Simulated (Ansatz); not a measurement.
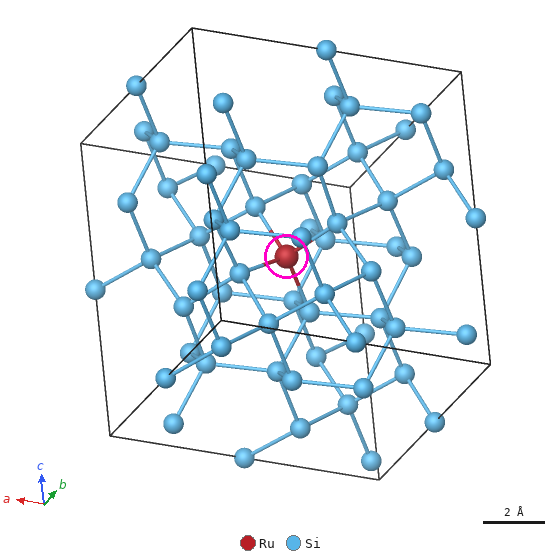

A ball-and-stick rendering, viewed from a general direction. The frame is the supercell; atoms at its boundary are shown with their periodic copies. The host is Si, in a cell of 48 sites, and the cell carries a charge of -1. A ring marks the defect's site.

What kind of defect was put in?

Ruthenium on a silicon site (a substitutional impurity). It is bonded to four Si in a distorted tetrahedral arrangement at about 2.3 Å.

Theory: DFT PBE, scalar-relativistic, plane waves, PAW (Ansatz 0.2.0). Numerical settings: plane-wave cutoff 420 eV, 2×2×2 k-points, Gaussian smearing of 0.02 eV, collinear spins.

Is there a net spin in the supercell?

Yes, 0.5 μB in the cell.

The atoms were relaxed in the host's cell with Ansatz, DFT PBE, scalar-relativistic, plane waves, PAW.
